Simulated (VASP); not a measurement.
```
Ga N
1.0
     3.18000    0.00000    0.00000
     0.00000    5.16600    0.00000
     0.00000    0.00000   19.67195
Ga N
4 4
Direct
  0.00000 0.02171 0.42335
  0.50000 0.49575 0.44302
  0.50000 0.99575 0.55698
  0.00000 0.52171 0.57665
  0.00000 0.36755 0.40709
  0.50000 0.86499 0.45203
  0.50000 0.36499 0.54797
  0.00000 0.86755 0.59291
```

Level of theory: Kohn-Sham DFT of a periodic cell, PBEsol, VASP PAW PBE potentials, recommended (VASP).

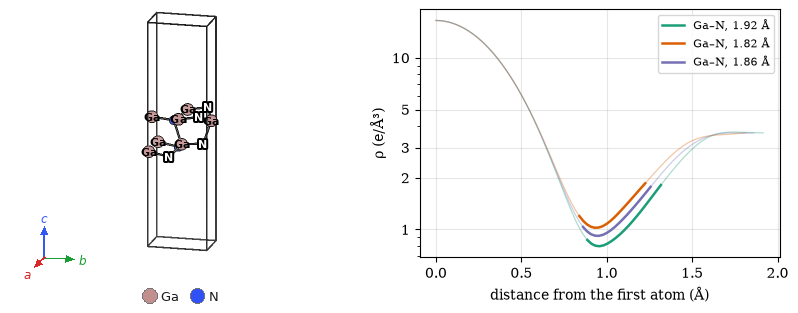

GaN (slab). Valence charge density (pseudo) along straight lines between neighbouring atoms. Thin, pale parts lie inside the atomic spheres. The structure is drawn too.

Core electrons are frozen (PAW), and the valence fields are smoothed inside the atomic spheres.

What can be read from the curves?

Ga–N (1.92 Å): the density is about 0.8 e/Å³ at the midpoint.
Ga–N (1.82 Å): the density is about 1 e/Å³ at the midpoint.
Ga–N (1.86 Å): ρ is about 0.92 e/Å³ halfway.
